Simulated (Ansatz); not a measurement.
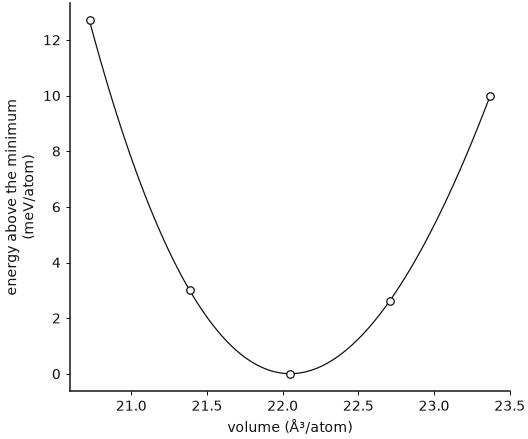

Plotted: energy above the minimum against volume.

Calculation (Ansatz 0.2.0): third-order Birch-Murnaghan fit to density functional energies at scaled volumes of the given relaxed cell, shape and atoms relaxed at each volume; energies count from the fitted minimum; plane waves with PAW datasets, Γ-centred k mesh. Level: PBE, no spin polarisation.

Question: For which of these solids was it computed?
A. HfN, Fm-3m (No. 225)
B. Ga₃Sb, I4/mmm (No. 139)
C. CoPtO₂, R-3m (No. 166)

Answer: B, Ga₃Sb: energy above the minimum from 0.0 meV/atom to 12.7 meV/atom, V0 22.05 Å³/atom, B0 45.3 GPa. The others give: CoPtO₂, energy above the minimum from 0.0 meV/atom to 30.3 meV/atom, V0 10.52 Å³/atom, B0 227 GPa; HfN, energy above the minimum from 0.0 meV/atom to 38.7 meV/atom, V0 11.76 Å³/atom, B0 263 GPa.

For CoPtO₂, limits of the calculation: no spin polarisation, a magnetic state may lie lower.

For HfN, limits of the calculation: no spin polarisation, a magnetic state may lie lower.
